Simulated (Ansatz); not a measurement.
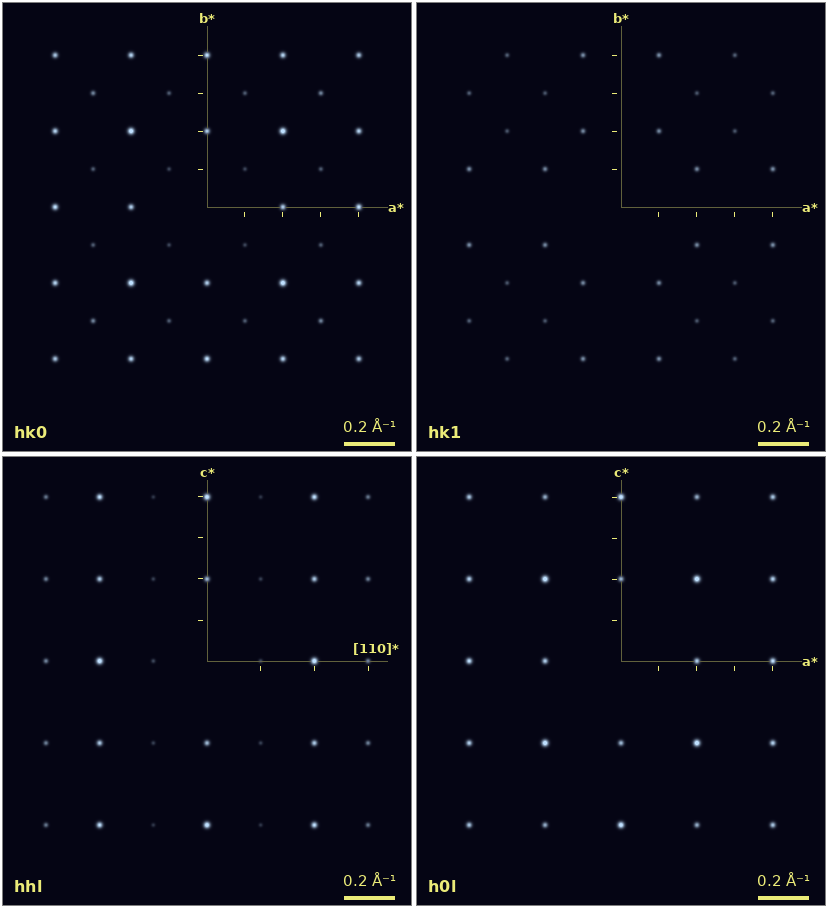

Four undistorted layers of reciprocal space, calculated for a single crystal (X-rays, kinematic |F|², B = 0.5 Å²). Tick marks count the reciprocal lattice steps of the conventional cell along each axis.

Q: What cell do the layers give?

A: a* = 0.154, b* = 0.154, c* = 0.167 Å⁻¹; the cell is tetragonal with a = 6.48 Å, c = 6.00 Å.

Q: Which reflection conditions do the layers show?

A: Reflections are present only under these conditions. hkl: h + k + l = 2n; hk0: h + k = 2n; h0l: h = 2n, l = 2n; hhl: l = 2n; h00: h = 2n; 00l: l = 2n. The lattice is body-centred (I).

Q: Which space groups fit?

A: The intensities have Laue symmetry 4/mmm (the hk0 layer shows 4mm, hk1 shows 4mm). With these conditions the candidates are I4cm (No. 108), I-4c2 (No. 120), I4/mcm (No. 140). Diffraction geometry alone does not choose among them; the structure has I4/mcm. The compound is ZnS. Structure: coordinates from a relaxation (final pressure about 5 GPa) with Ansatz, DFT, PAW plane waves, r2scan; the starting structure was generated, so it need not be a known form of this composition.
